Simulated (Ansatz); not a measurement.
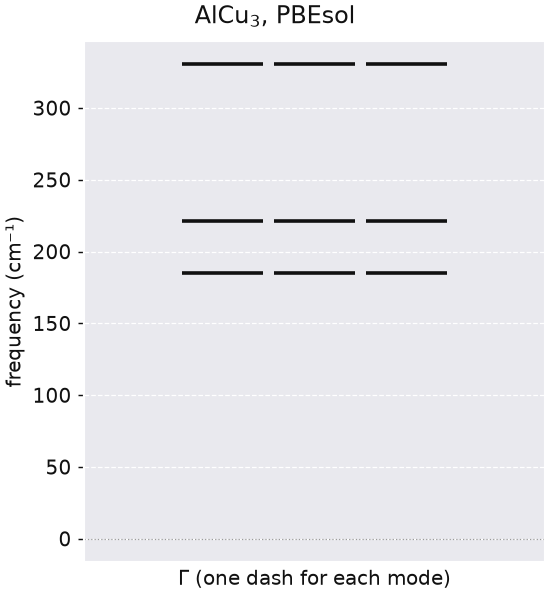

Calculation (Ansatz 0.2.0): harmonic phonon frequencies at the zone centre with atoms at rest in the given cell, without the long-range term of polar modes, the three translations left out, imaginary frequencies are negative; plane waves with PAW datasets, Γ-centred k mesh. Level: PBEsol, no spin polarisation.

```tsv
setting	value
wave cutoff	420 eV
k mesh	14×14×14
occupations	Fermi–Dirac
smearing width	0.15 eV
pressure	10 GPa
phonon method	linear response
```

Starting cell:
```
Al Cu
1.0
     0.00000    2.82914    2.82914
     2.82914    0.00000    2.82914
     2.82914    2.82914    0.00000
Al Cu
1 3
Direct
  0.00000 0.00000 0.00000
  0.50000 0.50000 0.50000
  0.25000 0.25000 0.25000
  0.75000 0.75000 0.75000
```

Caption: Zone-centre optical phonon frequencies (the three acoustic modes are left out) for AlCu₃, space group Fm-3m (No. 225).

No frequency is imaginary, so the structure is stable to these displacements (zone-boundary modes weren't tested here). The highest mode lies at 330.4 cm⁻¹. The optical modes lie at 185.1 (×3), 221.2 (×3), 330.4 (×3) cm⁻¹.

Limits of the calculation: metal sensitive to the k mesh.

Input of the run:
```
crystal:
  lattice:
    - [0.0, 2.8291378004, 2.8291378004]
    - [2.8291378004, 0.0, 2.8291378004]
    - [2.8291378004, 2.8291378004, 0.0]
  atoms:
    - { symbol: Al, position: [0.0, 0.0, 0.0] }
    - { symbol: Cu, position: [0.5, 0.5, 0.5] }
    - { symbol: Cu, position: [0.25, 0.25, 0.25] }
    - { symbol: Cu, position: [0.75, 0.75, 0.75] }
basis:
  ecutwfc: 420
kpoints:
  mp_grid: { grid: [14, 14, 14] }
hamiltonian:
  xc: pbesol
scf:
  occupations: { method: fermi_dirac, width: 0.15 }
output:
  eigenvalues: true
phonons:
  method: dfpt
  eigenvectors: true
```

Command:
```bash
ansatz run input.yaml --threads 1 --pin off --max-ram 3072MiB --backend cpu --events-out ev --progress --plain --runs-dir out
```
